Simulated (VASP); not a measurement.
# Run report: Ge7Si, dielectric calculation (part 2 of 2)

Continued. System: Ge7Si (8 atoms in the cell). Method: Kohn-Sham DFT of a periodic cell, PBEsol, VASP PAW PBE potentials, recommended, no spin polarisation (VASP 6.6.1); cutoff 600 eV, 6×6×6 k-mesh, Gaussian smearing of 0.03 eV. The structure was built on a prototype by a generator; it need not be a known phase.

Geometry of the input (Å; fractional positions):
```
5.6360  0.0000  -0.0000
0.0000  -5.6360  -0.0000
-0.0000  -0.0000  -5.6360
Ge 0.7471  0.7471  0.7471
Ge 0.2529  0.2529  0.7471
Ge 0.2529  0.7471  0.2529
Ge 0.7471  0.2529  0.2529
Ge 0.5000  0.0000  0.0000
Ge 0.0000  0.5000  0.0000
Ge 0.0000  0.0000  0.5000
Si 0.5000  0.5000  0.5000
```

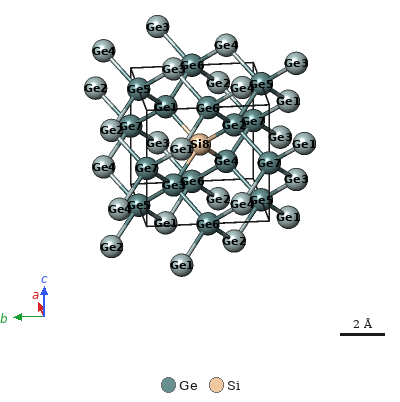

**Figure 1.** The structure (ball-and-stick view of the cell of the calculation, seen at an oblique angle; neighbours outside the cell are drawn fainter; atoms are numbered from 1 in the order of the input). An atom can appear more than once, as a periodic image.

**Parts of OUTCAR, continued**
```
 k-point     3 :       0.4167    0.0833    0.0833
  band No.  band energies     occupation
      1     -19.7993      2.00000
      2     -19.7948      2.00000
      3     -19.7924      2.00000
      4     -19.7864      2.00000
      5     -19.7764      2.00000
      6     -19.7746      2.00000
      7     -19.7431      2.00000
      8     -19.7125      2.00000
      9     -19.7099      2.00000
     10     -19.7017      2.00000
     11     -19.6875      2.00000
     12     -19.6676      2.00000
     13     -19.6611      2.00000
     14     -19.6480      2.00000
     15     -19.6338      2.00000
     16     -19.6106      2.00000
     17     -19.6067      2.00000
     18     -19.6021      2.00000
     19     -19.5993      2.00000
     20     -19.5972      2.00000
     21     -19.5903      2.00000
     22     -19.5838      2.00000
     23     -19.5759      2.00000
     24     -19.5501      2.00000
     25     -19.5382      2.00000
     26     -19.5349      2.00000
     27     -19.5222      2.00000
     28     -19.5213      2.00000
     29     -19.5008      2.00000
     30     -19.4769      2.00000
     31     -19.4755      2.00000
     32     -19.4619      2.00000
     33     -19.4531      2.00000
     34     -19.4513      2.00000
     35     -19.4471      2.00000
     36      -6.9926      2.00000
     37      -6.3187      2.00000
     38      -4.3449      2.00000
     39      -4.2044      2.00000
     40      -3.2946      2.00000
     41      -3.0812      2.00000
     42      -0.5190      2.00000
     43       0.7552      2.00000
     44       0.7756      2.00000
     45       0.9212      2.00000
     46       1.5192      2.00000
     47       1.5390      2.00000
     48       2.4120      2.00000
     49       2.6379      2.00000
     50       3.2069      2.00000
     51       3.3002      2.00000
     52       5.9723      0.00000
     53       6.4984      0.00000
     54       7.4268      0.00000
     55       7.7732      0.00000
     56       7.8492      0.00000
     57       7.9323      0.00000
     58       9.1300      0.00000
     59       9.2342      0.00000
     60       9.6899      0.00000
     61       9.7272      0.00000

 k-point     4 :       0.2500    0.2500    0.0833
  band No.  band energies     occupation
      1     -19.7990      2.00000
      2     -19.7949      2.00000
      3     -19.7891      2.00000
      4     -19.7812      2.00000
      5     -19.7805      2.00000
      6     -19.7710      2.00000
      7     -19.7323      2.00000
      8     -19.7283      2.00000
      9     -19.7162      2.00000
     10     -19.6964      2.00000
     11     -19.6931      2.00000
     12     -19.6843      2.00000
     13     -19.6486      2.00000
     14     -19.6484      2.00000
     15     -19.6314      2.00000
     16     -19.6130      2.00000
     17     -19.6124      2.00000
     18     -19.6052      2.00000
     19     -19.6017      2.00000
     20     -19.5990      2.00000
     21     -19.5872      2.00000
     22     -19.5723      2.00000
     23     -19.5613      2.00000
     24     -19.5578      2.00000
     25     -19.5343      2.00000
     26     -19.5319      2.00000
     27     -19.5218      2.00000
     28     -19.5141      2.00000
     29     -19.5103      2.00000
     30     -19.4799      2.00000
     31     -19.4707      2.00000
     32     -19.4668      2.00000
     33     -19.4554      2.00000
     34     -19.4510      2.00000
     35     -19.4475      2.00000
     36      -7.2176      2.00000
     37      -5.3829      2.00000
     38      -5.2402      2.00000
     39      -4.4615      2.00000
     40      -3.0701      2.00000
     41      -2.1925      2.00000
     42      -1.9492      2.00000
     43       0.6472      2.00000
     44       1.2259      2.00000
     45       1.3552      2.00000
     46       1.3948      2.00000
     47       2.1158      2.00000
     48       2.1991      2.00000
     49       2.3463      2.00000
     50       3.3984      2.00000
     51       4.4994      2.00000
     52       6.0295      0.00000
     53       6.4716      0.00000
     54       6.5087      0.00000
     55       6.6056      0.00000
     56       7.6914      0.00000
     57       7.8937      0.00000
     58       8.1263      0.00000
     59       8.3654      0.00000
     60       9.0185      0.00000
     61       9.7924      0.00000

 k-point     5 :       0.4167    0.2500    0.0833
  band No.  band energies     occupation
      1     -19.8001      2.00000
      2     -19.7944      2.00000
      3     -19.7904      2.00000
      4     -19.7865      2.00000
      5     -19.7811      2.00000
      6     -19.7676      2.00000
      7     -19.7401      2.00000
      8     -19.7253      2.00000
      9     -19.7109      2.00000
     10     -19.6929      2.00000
     11     -19.6852      2.00000
     12     -19.6717      2.00000
     13     -19.6634      2.00000
     14     -19.6485      2.00000
     15     -19.6366      2.00000
     16     -19.6137      2.00000
     17     -19.6092      2.00000
     18     -19.6054      2.00000
     19     -19.5996      2.00000
     20     -19.5967      2.00000
     21     -19.5859      2.00000
     22     -19.5743      2.00000
     23     -19.5660      2.00000
     24     -19.5504      2.00000
     25     -19.5403      2.00000
     26     -19.5347      2.00000
     27     -19.5254      2.00000
     28     -19.5189      2.00000
     29     -19.5043      2.00000
     30     -19.4832      2.00000
     31     -19.4689      2.00000
     32     -19.4610      2.00000
     33     -19.4564      2.00000
     34     -19.4521      2.00000
     35     -19.4471      2.00000
     36      -6.7841      2.00000
     37      -6.1342      2.00000
     38      -5.0545      2.00000
     39      -4.7083      2.00000
     40      -2.8127      2.00000
     41      -2.4079      2.00000
     42      -0.9695      2.00000
     43       0.1468      2.00000
     44       0.6060      2.00000
     45       0.8863      2.00000
     46       1.8750      2.00000
     47       2.1658      2.00000
     48       2.3575      2.00000
     49       2.5805      2.00000
     50       2.8683      2.00000
     51       3.7905      2.00000
     52       6.7895      0.00000
     53       6.9227      0.00000
     54       7.1027      0.00000
     55       7.7639      0.00000
     56       7.9368      0.00000
     57       8.2089      0.00000
     58       8.5355      0.00000
     59       9.3990      0.00000
     60       9.5558      0.00000
     61       9.6208      0.00000

 [... the levels of 4 k-points are left out ...]

 k-point    10 :       0.4167    0.4167    0.4167
  band No.  band energies     occupation
      1     -19.7868      2.00000
      2     -19.7868      2.00000
      3     -19.7814      2.00000
      4     -19.7806      2.00000
      5     -19.7806      2.00000
      6     -19.7575      2.00000
      7     -19.7460      2.00000
      8     -19.7460      2.00000
      9     -19.7286      2.00000
     10     -19.6824      2.00000
     11     -19.6824      2.00000
     12     -19.6824      2.00000
     13     -19.6750      2.00000
     14     -19.6748      2.00000
     15     -19.6748      2.00000
     16     -19.6065      2.00000
     17     -19.6065      2.00000
     18     -19.6052      2.00000
     19     -19.5956      2.00000
     20     -19.5956      2.00000
     21     -19.5457      2.00000
     22     -19.5457      2.00000
     23     -19.5438      2.00000
     24     -19.5412      2.00000
     25     -19.5387      2.00000
     26     -19.5387      2.00000
     27     -19.5275      2.00000
     28     -19.5079      2.00000
     29     -19.5079      2.00000
     30     -19.4973      2.00000
     31     -19.4675      2.00000
     32     -19.4675      2.00000
     33     -19.4631      2.00000
     34     -19.4605      2.00000
     35     -19.4605      2.00000
     36      -5.9455      2.00000
     37      -5.6684      2.00000
     38      -5.6684      2.00000
     39      -5.3895      2.00000
     40      -2.6183      2.00000
     41      -2.6183      2.00000
     42      -2.4163      2.00000
     43      -2.0375      2.00000
     44       2.7720      2.00000
     45       2.8449      2.00000
     46       2.8449      2.00000
     47       3.3260      2.00000
     48       3.3260      2.00000
     49       3.4372      2.00000
     50       3.6463      2.00000
     51       3.6463      2.00000
     52       5.2438      0.00000
     53       5.8666      0.00000
     54       5.8666      0.00000
     55       6.1629      0.00000
     56       8.3265      0.00000
     57       8.3265      0.00000
     58       8.3821      0.00000
     59       8.6872      0.00000
     60       8.6874      0.00000
     61       8.8726      0.00000

  FORCE on cell =-STRESS in cart. coord.  units (eV):
  Direction    XX          YY          ZZ          XY          YZ          ZX
  --------------------------------------------------------------------------------------
  -------------------------------------------------------------------------------------
  Total        0.0944996      0.0944996      0.0944996      0.0000000     -0.0000000      0.0000000
  in kB        0.8457311      0.8457311      0.8457311      0.0000000     -0.0000000      0.0000000
  external PRESSURE =       0.8457311 kB  Pullay stress =       0.0000000 kB

 VOLUME and BASIS-vectors are now :
 -----------------------------------------------------------------------------
  energy-cutoff  :      600.00
  volume of cell :      179.02
      direct lattice vectors                 reciprocal lattice vectors
     5.635978779  0.000000000  0.000000000     0.177431470  0.000000000  0.000000000
     0.000000000 -5.635978779  0.000000000     0.000000000 -0.177431470  0.000000000
     0.000000000  0.000000000 -5.635978779     0.000000000  0.000000000 -0.177431470

 POSITION                                       TOTAL-FORCE (eV/Angst)
 -----------------------------------------------------------------------------------
      4.21043     -4.21043     -4.21043         0.000176     -0.000176     -0.000176
      1.42555     -1.42555     -4.21043        -0.000176      0.000176     -0.000176
      1.42555     -4.21043     -1.42555        -0.000176     -0.000176      0.000176
      4.21043     -1.42555     -1.42555         0.000176      0.000176      0.000176
      2.81799      0.00000      0.00000        -0.000000     -0.000000      0.000000
      0.00000     -2.81799      0.00000        -0.000000     -0.000000      0.000000
      0.00000      0.00000     -2.81799        -0.000000      0.000000      0.000000
      2.81799     -2.81799     -2.81799        -0.000000      0.000000      0.000000
 -----------------------------------------------------------------------------------
    total drift:                               -0.000000      0.000000     -0.000000

  FREE ENERGIE OF THE ION-ELECTRON SYSTEM (eV)
  ---------------------------------------------------
  free  energy   TOTEN  =       -40.2617485729 eV

  energy  without entropy=      -40.2617485729  energy(sigma->0) =      -40.26174857

 HEAD OF MICROSCOPIC STATIC DIELECTRIC TENSOR (INDEPENDENT PARTICLE, excluding Hartree and local field effects)
 ------------------------------------------------------
          21.461114     0.000000    -0.000000
           0.000000    21.461114    -0.000000
           0.000000    -0.000000    21.461114
 ------------------------------------------------------

 Free energy of the ion-electron system (eV)
  ---------------------------------------------------
  ---------------------------------------------------
  free energy    TOTEN  =       -10.32114145 eV

  energy without entropy =      -10.32114145

------------------------ aborting loop because EDIFF is reached ----------------------------------------

--------------------------------------- Ionic step        2  -------------------------------------------

------------------------ aborting loop because EDIFF is reached ----------------------------------------

--------------------------------------- Ionic step        3  -------------------------------------------

 Free energy of the ion-electron system (eV)
  ---------------------------------------------------
  ---------------------------------------------------
  free energy    TOTEN  =       -10.32119340 eV

  energy without entropy =      -10.32119340

------------------------ aborting loop because EDIFF is reached ----------------------------------------

 PIEZOELECTRIC TENSOR FIELD DIRECTION 3  (e Angst)
 -----------------------------------------------------------------------------
    -0.03427 -0.43255  0.00000           (  0.00000  0.03831  0.00000)
    -0.43255 -0.03427  0.00000           (  0.03831  0.00000  0.00000)
     0.00000  0.00000  0.07680           (  0.00000  0.00000  0.00000)

 PIEZOELECTRIC TENSOR FIELD DIRECTION 3  (C/m^2)
 -----------------------------------------------------------------------------
    -0.00307 -0.03871  0.00000
    -0.03871 -0.00307  0.00000
     0.00000  0.00000  0.00687

 MACROSCOPIC STATIC DIELECTRIC TENSOR (including local field effects in DFT)
 ------------------------------------------------------
          20.703781     0.000000     0.000000
           0.000000    20.703781     0.000000
          -0.000000     0.000000    20.703781
 ------------------------------------------------------

 PIEZOELECTRIC TENSOR (including local field effects)  for field in x, y, z        (e  Angst)
          XX          YY          ZZ          XY          YZ          ZX
  --------------------------------------------------------------------------------
  x    -0.00000     0.00000     0.00000     0.00000    -0.45498    -0.00000
  y    -0.00000     0.00000     0.00000     0.00000    -0.00000    -0.45498
  z    -0.00000    -0.00000    -0.00000    -0.45498     0.00000     0.00000

 PIEZOELECTRIC TENSOR (including local field effects)  for field in x, y, z        (C/m^2)
          XX          YY          ZZ          XY          YZ          ZX
  --------------------------------------------------------------------------------
  x    -0.00000     0.00000     0.00000     0.00000    -0.04072    -0.00000
  y    -0.00000     0.00000     0.00000     0.00000    -0.00000    -0.04072
  z    -0.00000    -0.00000    -0.00000    -0.04072     0.00000     0.00000

 BORN EFFECTIVE CHARGES (including local field effects) (in |e|, cummulative output)
 ---------------------------------------------------------------------------------
 ion    1
    1    -0.03849     0.06118     0.06118
    2     0.06118    -0.03849    -0.06118
    3     0.06118    -0.06118    -0.03849
 ion    2
    1    -0.03849     0.06118    -0.06118
    2     0.06118    -0.03849     0.06118
    3    -0.06118     0.06118    -0.03849
 ion    3
    1    -0.03849    -0.06118     0.06118
    2    -0.06118    -0.03849     0.06118
    3     0.06118     0.06118    -0.03849
 ion    4
    1    -0.03849    -0.06118    -0.06118
    2    -0.06118    -0.03849    -0.06118
    3    -0.06118    -0.06118    -0.03849
 ion    5
    1    -0.01841     0.00000     0.00000
    2    -0.00000     0.15874    -0.00000
    3     0.00000     0.00000     0.15874
 ion    6
    1     0.15874     0.00000     0.00000
    2    -0.00000    -0.01841    -0.00000
    3     0.00000    -0.00000     0.15874
 ion    7
    1     0.15874     0.00000     0.00000
    2     0.00000     0.15874     0.00000
    3     0.00000    -0.00000    -0.01841
 ion    8
    1    -0.14511     0.00000     0.00000
    2    -0.00000    -0.14511     0.00000
    3     0.00000    -0.00000    -0.14511
```

**CONTCAR**
```
SiGe7
   1.00000000000000
     5.6359787789000002    0.0000000000000000    0.0000000000000000
     0.0000000000000000   -5.6359787789000002    0.0000000000000000
     0.0000000000000000    0.0000000000000000   -5.6359787789000002
  Ge              Si
     7     1
Direct
     0.7470632162864348    0.7470632162864348    0.7470632162864348
     0.2529367837135652    0.2529367837135652    0.7470632162864348
     0.2529367837135652    0.7470632162864348    0.2529367837135652
     0.7470632162864348    0.2529367837135652    0.2529367837135652
     0.5000000000000000    0.0000000000000000    0.0000000000000000
     0.0000000000000000    0.5000000000000000    0.0000000000000000
     0.0000000000000000    0.0000000000000000    0.5000000000000000
     0.5000000000000000    0.5000000000000000    0.5000000000000000

  0.00000000E+00  0.00000000E+00  0.00000000E+00
  0.00000000E+00  0.00000000E+00  0.00000000E+00
  0.00000000E+00  0.00000000E+00  0.00000000E+00
  0.00000000E+00  0.00000000E+00  0.00000000E+00
  0.00000000E+00  0.00000000E+00  0.00000000E+00
  0.00000000E+00  0.00000000E+00  0.00000000E+00
  0.00000000E+00  0.00000000E+00  0.00000000E+00
  0.00000000E+00  0.00000000E+00  0.00000000E+00
```
